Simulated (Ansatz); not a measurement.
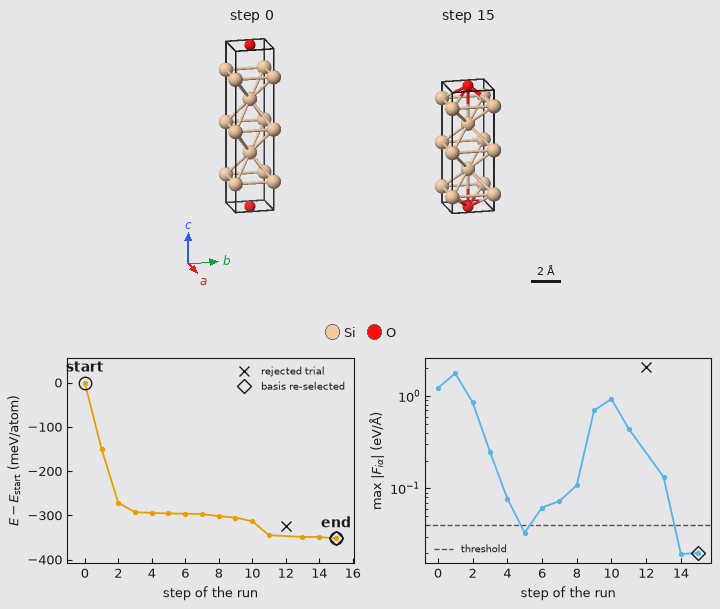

First and last geometry of a relaxation of solid Si$_{5}$O (a generated structure, set up in P4/mmm) (coarse preliminary run), with the history of the run. A ball-and-stick model of the cell of the calculation, seen slightly off an axis.

The calculation used Ansatz, DFT PBE, scalar-relativistic, plane waves, PAW.

Input file:
```yaml
crystal:
  lattice:
    - [2.77207569, 0.0, 0.0]
    - [0.0, 2.77207569, 0.0]
    - [0.0, 0.0, 11.74242335]
  atoms:
    - { symbol: Si, position: [0.5, 0.5, 0.33448228] }
    - { symbol: Si, position: [0.5, 0.5, 0.66551772] }
    - { symbol: Si, position: [0.0, 0.0, 0.1759868] }
    - { symbol: Si, position: [0.0, 0.0, 0.8240132] }
    - { symbol: Si, position: [0.0, 0.0, 0.5] }
    - { symbol: O, position: [0.5, 0.5, 0.0], spin: 1.0 }
basis:
  ecutwfc: 420
kpoints:
  mp_grid: { grid: [6, 6, 2] }
hamiltonian:
  xc: pbe
scf:
  occupations: { method: gaussian, width: 0.1 }
  lower_state_search: "off"
output:
  forces: true
  stress: true
  eigenvalues: true
  populations: true
magnetization:
  spin_polarized: true
relax:
  adjacent_minimum: "off"
  f_tol: 0.04
  max_steps: 70
  cell: { stress_tol: 0.4 }
```

Run as
```bash
ansatz run input.yaml --threads 1 --pin off --max-ram 2560MiB --backend cpu --events-out ev --progress --plain --runs-dir out
```

Question: Read the history and describe the run.

Answer: It converged. Over 13 accepted moves (15 points after the start) the energy falls by 352 meV per atom. Largest force component: 1.2 eV/Å at the start, 0.02 eV/Å at the end. Pressure: −6.73 GPa at the start and 0.20 GPa at the end. The line search rejected the trial step at point 12 of the run. At 1 point the geometry stayed and the basis and grid were re-selected for the new cell (energy shift of 3.3 meV per atom at most each time). The largest moves relative to the cell, 0.36 Å, are those of Si3 and Si4. Si3 goes along −c. O stays in place. The volume changes by −11.5 %, with a = b 2.772 → 3.013 Å (+8.7 %), c 11.742 → 8.796 Å (−25.1 %). Some distances before and after: Si3–Si4 4.133 → 2.369 Å, Si1–O6 3.928 → 2.751 Å, Si3–O6 2.848 → 2.438 Å, Si1–Si1 2.772 → 3.013 Å. New bonds form, among them: Si3–Si4 (4.13 → 2.37 Å). Bond angles that change, for instance: Si1–Si3–Si1 93.0° → 107.4°, Si1–Si3–Si1 61.7° → 69.5°. The space group stays P4/mmm (No. 123). The program noted that the starting moments weren't kept.

```
step  E − E(0), meV/atom  largest force component, eV/Å  pressure, GPa  volume, Å³/atom                      note
   0                0.00                         1.2249          -6.73           15.039                          
   1             -149.11                         1.7674          -6.32           14.166                          
   2             -271.52                         0.8577          -1.51           13.319                          
   3             -292.61                         0.2492           1.20           13.131                          
   4             -294.21                         0.0774          -0.09           13.283                          
   5             -295.59                         0.0330          -0.27           13.331                          
   6             -296.01                         0.0619          -0.19           13.330                          
   7             -297.08                         0.0726          -0.16           13.322                          
   8             -301.44                         0.1080           0.01           13.243                          
   9             -305.17                         0.7018           0.36           13.210                          
  10             -312.86                         0.9285          -0.35           13.259                          
  11             -344.75                         0.4415          -1.53           13.446                          
  12             -323.75                         2.0652           2.89           13.219                  rejected
  13             -348.42                         0.1331          -0.12           13.299                          
  14             -348.69                         0.0194          -0.10           13.312                          
  15             -351.96                         0.0198           0.20           13.312  same geometry, new basis
```

Limits of the set-up: the k-point mesh is coarse for a cell with partly filled bands.
